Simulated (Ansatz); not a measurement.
**AlGa$_{3}$N$_{4}$: densities and their changes**

Space group Pm. The cell comes from a database of computed structures, not from a measurement.

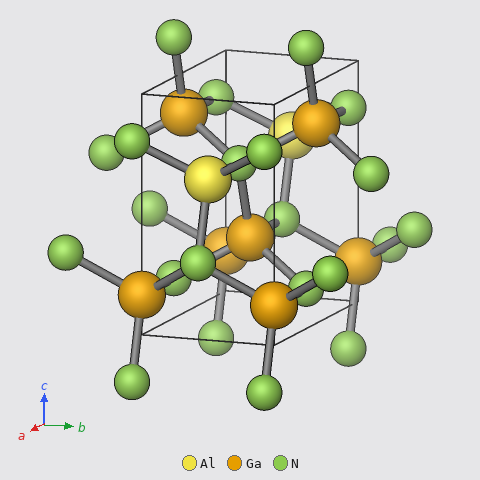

The conventional cell.

```cif
data_structure
_symmetry_space_group_name_H-M 'P 1'
_symmetry_Int_Tables_number 1
_cell_length_a 5.1456
_cell_length_b 3.1671
_cell_length_c 5.4837
_cell_angle_alpha 90.000
_cell_angle_beta 90.039
_cell_angle_gamma 90.000
_cell_volume 89.36
loop_
_atom_site_label
_atom_site_type_symbol
_atom_site_fract_x
_atom_site_fract_y
_atom_site_fract_z
_atom_site_occupancy
Al1 Al 0.00050 0.50000 0.66730 1
Ga1 Ga 0.49914 0.50000 0.33515 1
Ga2 Ga 0.49913 0.00000 0.83133 1
Ga3 Ga 0.99991 0.00000 0.16624 1
N1 N 0.11924 0.50000 0.34130 1
N2 N 0.11683 0.00000 0.82526 1
N3 N 0.62025 0.00000 0.16615 1
N4 N 0.63260 0.50000 0.66727 1
```

These are results of Ansatz, DFT r2SCAN, scalar-relativistic, plane waves, PAW, not measurements.

Core electrons are frozen (PAW), so the maps are meaningful between the atoms, not at the nuclei.

Part 1: Bonding charge

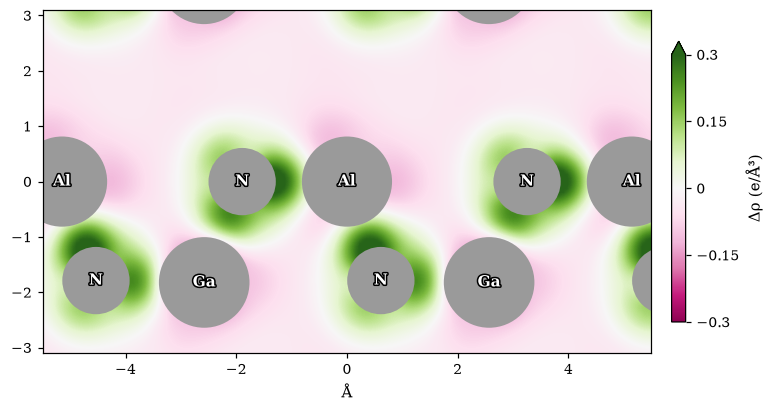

Density of the crystal less the sum of free-atom densities: a map on the (010) plane of the conventional cell, with grey discs over the atomic cores. Cores are masked to 0.8 Å (Al), 0.8 Å (Ga) and 0.6 Å (N).

Describe the bonding charge.

Answer. Al–N (1.89 Å): Δρ is +0.21 e/Å³ at the midpoint (close to a masked core, so read it with care).
- Ga–N (1.94 Å): Δρ is +0.13 e/Å³ at the midpoint (close to a masked core, so read it with care).
- Over the whole cell, outside the masked cores, the largest gain lies at the edge of the masked core of N, and the largest loss, 0.11 e/Å³, lies 0.9 Å from an aluminium nucleus.
- The rearranged charge, half the integral of |Δρ|, is about 0.34 e an atom.
- Bader charges: Al +2.48, Ga +1.65 and N −2.06 to −1.66 e.

Part 2: States by energy

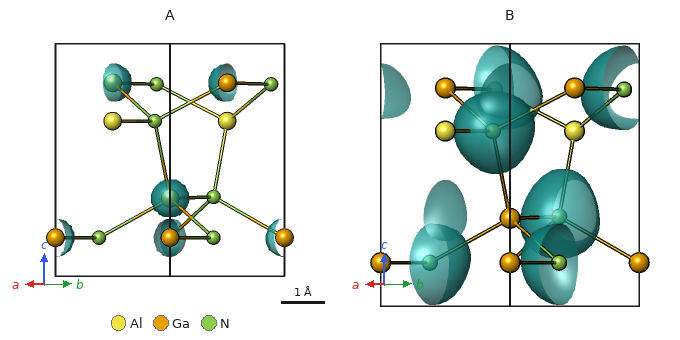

AlGa$_{3}$N$_{4}$: densities of the states in two energy windows, as isosurfaces (each at a level of its own) in the conventional cell.

Match the panels to the energy ranges (zero at the valence-band maximum): −13.7 to −11.8 eV and −4.6 to −2.3 eV.

Answer. Panel A: −13.7 to −11.8 eV, a separate group of bands, mainly Ga 3d (90 %).
Panel B: −4.6 to −2.3 eV, the middle third of the upper valence band, mainly N 2p (70 %) and Ga 4p (15 %).
The characters are Löwdin shares on a minimal set of atomic orbitals.

Part 3: Holes and electrons

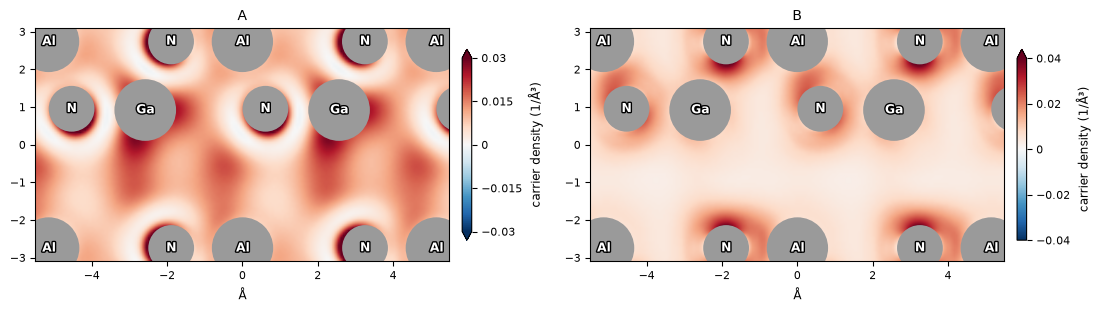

AlGa$_{3}$N$_{4}$, doped once with holes and once with electrons (0.2 e in the calculation's cell of 8 atoms, uniform background, atoms fixed). Each panel shows the carrier's density (positive where it sits) on the (010) plane of the conventional cell; grey discs cover the cores. Cores are masked to 0.8 Å (Al), 0.8 Å (Ga) and 0.6 Å (N).

Tell the hole from the electron.

Answer. A is the electron: outside the cores it is densest at the edge of the masked core of N; it divides as N about 65 %, Ga about 30 % and Al little. B is the hole: outside the cores it is densest at the edge of the masked core of N; it divides as N about 75 %, Ga about 20 % and Al little. Shares are sums over atomic cells sized by the Bader volumes, which fill under 10 % (Al), 30 % (Ga) and 65 % (N) of the cell, so only an excess over these marks a preference; they are shares of the net change, screening included, and the band-edge orbitals themselves can be more concentrated.

Part 4: Moving an atom

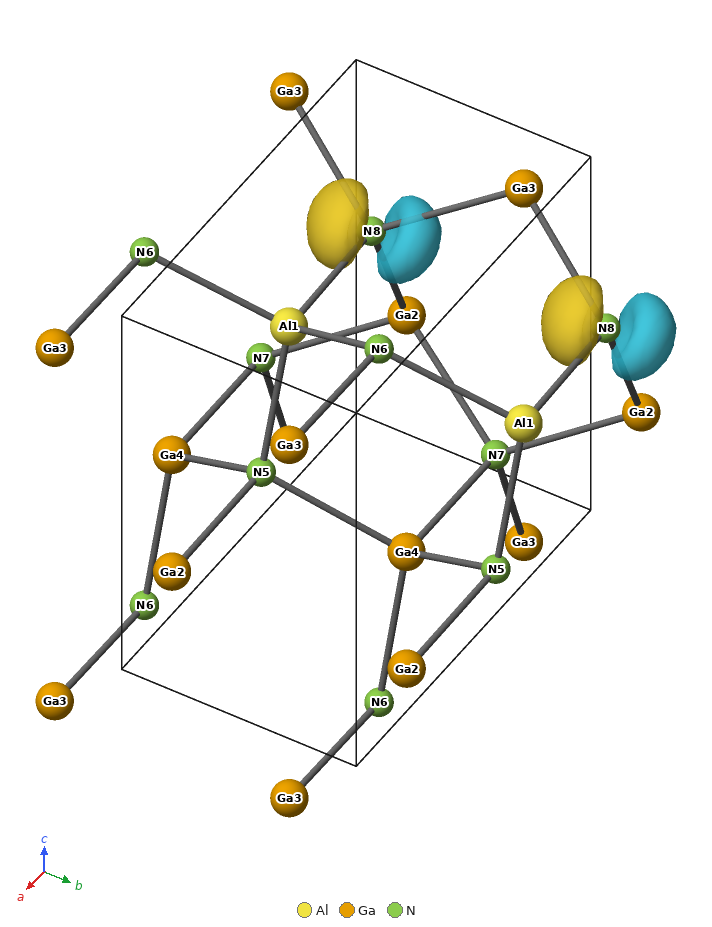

AlGa$_{3}$N$_{4}$: one atom of the 8-atom cell (and its periodic copies) was moved a little. Density after less density before, yellow at +0.15 and cyan at −0.15 e/Å³, seen along [111]; cell a = 5.15 Å, b = 3.17 Å, c = 5.48 Å, α = 90.00°, β = 90.04°, γ = 90.00°. The lobes lie largely inside the PAW sphere, where the density is a smoothed one.

Find the displaced atom and its direction.

Answer. N8 moved towards the yellow lobe, to the left in the picture. In the run the shift was 0.05 Å roughly along [1 −2 1] in the axes of the cell drawn.

What restoring force does the calculation give for this move?

Answer. The force on it changes by 0.84 eV/Å along the move, against it: a stiffness of about 17 eV/Å² for this sublattice shift.

Part 5: Taking out a sublattice

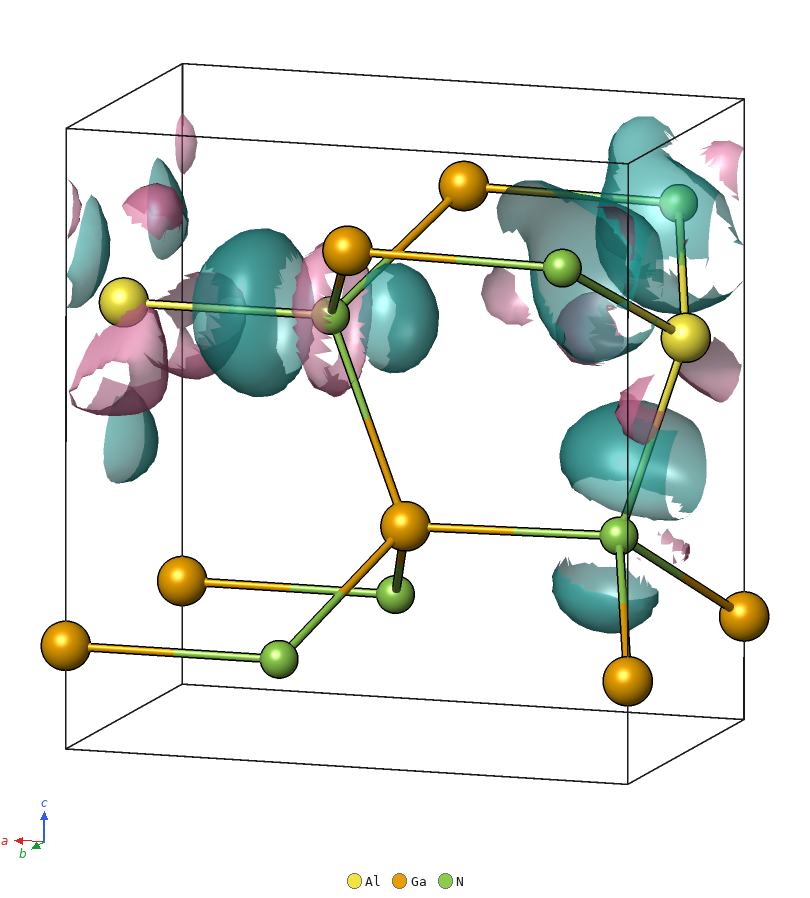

Density of the crystal less the densities of its Al sublattice and of the rest (Ga and N), each computed alone with the atoms in place (the rest with spin, the Al sublattice without): teal surfaces at +0.06 and pink ones at −0.06 e/Å³, in the conventional cell seen at an oblique angle (the regions close to the nuclei are left out). Cores are masked to 0.8 Å (Al), 0.8 Å (Ga) and 0.6 Å (N).

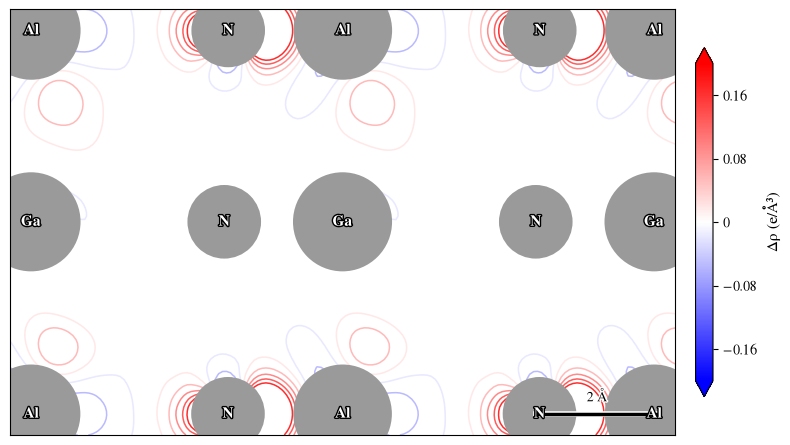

The same field as a map on the (011) plane of the conventional cell, with grey discs over the atomic cores.

How does charge move when the Al sublattice is put in?

Answer. Over the whole cell, outside the masked cores, the largest gain lies at the edge of the masked core of N, and the largest loss lies at the edge of the masked cores of Al and N. About 1.0 e is rearranged for each Al atom. By Bader's partition Al carries +2.48 e, so it gives electrons to the rest.

What is E(crystal) − E(Al sublattice) − E(rest) for each Al atom?

Answer. E(crystal) − E(Al sublattice) − E(rest) is −12.2 eV for each Al atom (negative: bound). The references are the frozen sublattices, not the elements, so this isn't a formation energy. A moment in a sublattice run without spin would make it less negative.

Part 6: Change of volume

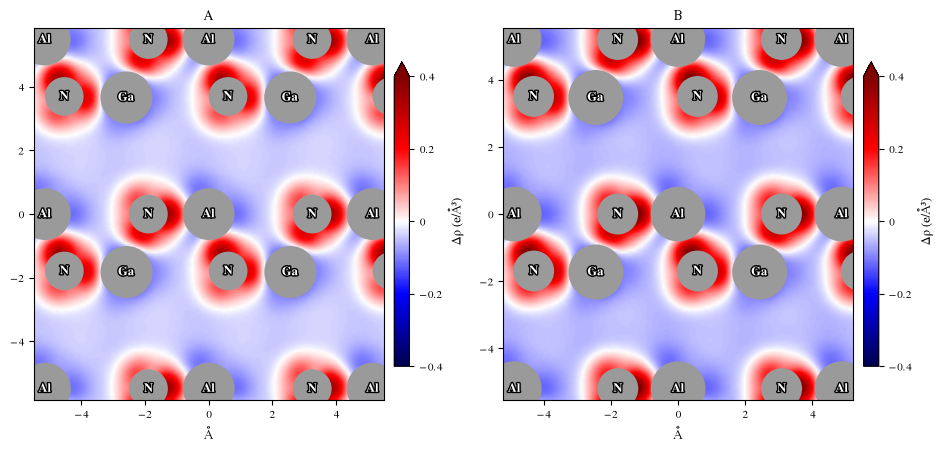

AlGa$_{3}$N$_{4}$: deformation density on the (010) plane of the conventional cell at two volumes, with the same fractional coordinates and one colour scale. Grey discs cover the cores.

Which panel is the larger cell, by how much, and what changes?

Answer. A is the larger cell: B has 85 % of the volume of A. The pressure is −1 GPa in A and 44 GPa in B. Bader charges in A: Al +2.48, Ga +1.65 and N −2.06 to −1.66 e; in B: Al +2.51, Ga +1.70 and N −2.10 to −1.71 e. The rearranged charge is 0.34 e an atom in A and 0.35 e in B.

Part 7: Putting it together

Charge passes from Al (Pauling electronegativity 1.61, the largest loss an atom) to N (3.04, the largest gain), the direction that the scale predicts; the Bader charges fall short of whole formal charges, as they usually do. The hole favours N (75 % of it on 65 % of the volume), in line with the top of the valence band, which is mainly N 2p. A carrier enters the states at the band edge, and screening then spreads part of it over the cell. The two pressures give a mean stiffness −ΔP/Δln V of about 277 GPa over this range, with the atoms held at their fractional positions.

Run times: 2.5 min (base cell), 51 s (state densities), 2.4 min (electron), 2.5 min (hole), 3 min (moved atom), 5.7 min (the rest), 12 s (sublattice Al) and 2.7 min (scaled cell), on 2 threads of Arm Neoverse N1 (shared host).
